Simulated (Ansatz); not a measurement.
**Geometry relaxation of MgO (part 3 of 3)**

The same run, continued: MgO (P1, 32 atoms in the cell); DFT PBE, scalar-relativistic, plane waves, PAW, no spin polarisation (Ansatz 0.2.0); cutoff 420 eV, 2×2×2 k-mesh, Gaussian smearing of 0.02 eV. The structure derives from a Materials Project entry. It belongs to a series of runs on one base structure; here: the perfect supercell shaken and relaxed.

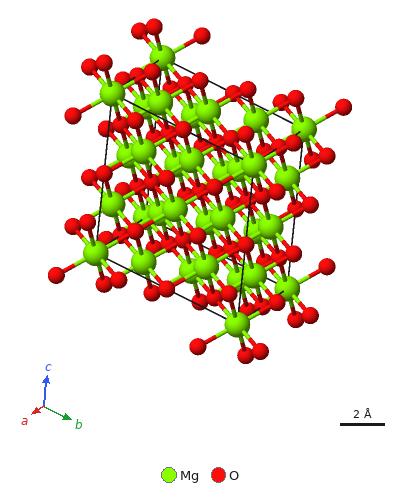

Figure 1. The geometry at step 4 of the log (ball-and-stick view of the cell of the calculation, seen slightly off an axis; bonded neighbours outside the cell are drawn too).

Results in brief

```json
{"quantity": "outcome", "value": "converged"}
{"quantity": "space group (tolerance 0.01 Å)", "value": "P1 (1) → Fm-3m (225)"}
{"quantity": "electrons treated", "value": "256"}
{"quantity": "free energy", "value": "−39906.2255 eV"}
{"quantity": "Fermi energy", "value": "10.500 eV"}
{"quantity": "gap on the k-point mesh", "value": "5.90 eV"}
{"quantity": "final volume", "value": "307.84 Å³"}
{"quantity": "largest force (length of the vector) at the end", "value": "0.015 eV/Å"}
{"quantity": "final cell", "value": "a = 7.367 Å, b = 7.367 Å, c = 7.367 Å, α = 109.47°, β = 109.47°, γ = 109.47°"}
{"quantity": "hardware", "value": "8 threads of Arm Neoverse V2, 24 GiB of memory available, shared host"}
{"quantity": "wall time", "value": "14 s (CPU time 1.7 min)"}
{"quantity": "peak memory", "value": "1.1 GiB"}
```
